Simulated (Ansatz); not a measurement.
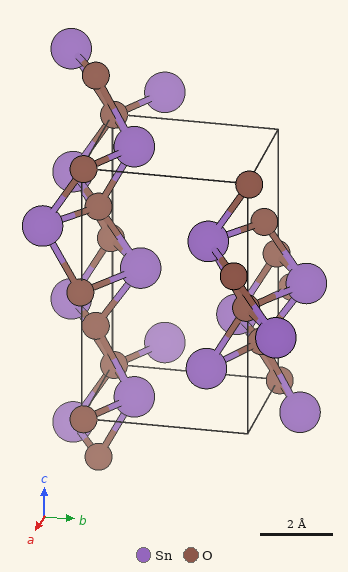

Crystalline SnO (set up in P1), before the relaxation. Style: ball-and-stick. Shown: the cell of the calculation, from a free direction.

Case: a zone-boundary wave of random shape, sigma 0.05 Å; relaxed back.

These are results of DFT PBE+D3(BJ), scalar-relativistic, plane waves, PAW in Ansatz 0.2.0, not measurements.

Input file:
```yaml
crystal:
  lattice:
    - [-3.8370962924, 0.0, 0.0]
    - [0.0, 0.0, -4.7621298094]
    - [0.0, -7.6741925848, 0.0]
  atoms:
    - { symbol: Sn, position: [1.012812318, 0.7535765702, 0.2483518819] }
    - { symbol: Sn, position: [0.987187682, 0.7599391364, 0.7516481181] }
    - { symbol: Sn, position: [0.4789816275, 0.2585111183, 0.5037031394] }
    - { symbol: Sn, position: [0.5210183725, 0.2279731751, 0.9962968606] }
    - { symbol: O, position: [0.0109746538, 1.0115570092, -0.0003884102] }
    - { symbol: O, position: [-0.0109746538, 0.9884429908, 0.5003884102] }
    - { symbol: O, position: [0.4816442258, 0.9884589687, 0.2569774708] }
    - { symbol: O, position: [0.5183557742, 1.0115410313, 0.7430225292] }
basis:
  ecutwfc: 420
kpoints:
  mp_grid: { grid: [10, 8, 6] }
hamiltonian:
  xc: pbe
  dispersion: d3bj
scf:
  occupations: { method: gaussian, width: 0.15 }
output:
  forces: true
  stress: true
  eigenvalues: true
relax:
  adjacent_minimum: "off"
  f_tol: 0.01
  max_steps: 80
  cell: { stress_tol: 0.1 }
```

Command:
```bash
ansatz run input.yaml --threads 2 --pin off --max-ram 5120MiB --backend cpu --events-out ev --progress --plain --runs-dir out
```

What does the optimiser find from here?

After 5 accepted moves (6 points after the start) the energy has fallen by 33.3 meV per atom. The largest force component goes from 1.1 to 0.00038 eV/Å. Pressure: 0.71 GPa at the start and 0.01 GPa at the end. The SCF was repeated once at an unchanged geometry on a basis and grid sized afresh for the cell, which shifted the energy by less than 0.05 meV per atom at most. The largest moves relative to the cell, 0.11 Å, are those of Sn3 and Sn4. Sn4 goes roughly along [−3 3 1]. By element the largest moves are Sn 0.11 Å, O 0.10 Å. Cell: a unchanged at 3.837 Å, b 4.762 → 4.760 Å (0.0 %), c 7.674 → 7.671 Å (0.0 %). Volume −0.1 %. Some distances before and after: Sn2–O8 2.365 → 2.241 Å, Sn1–O7 2.119 → 2.241 Å, Sn3–O6 2.342 → 2.241 Å, Sn4–O5 2.144 → 2.241 Å. Bond angles that change, for instance: Sn2–O8–Sn3 112.4° → 105.5°, Sn1–O7–Sn4 99.0° → 105.5°, Sn4–O5–Sn4 123.5° → 117.8°. The space group (tolerance 0.01 Å) goes from P1 (No. 1) to P4/nmm (No. 129).

The end point in the same view:

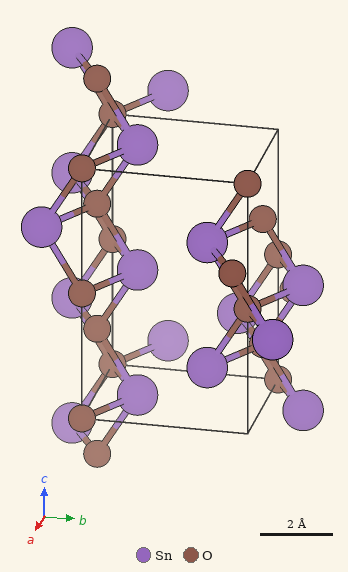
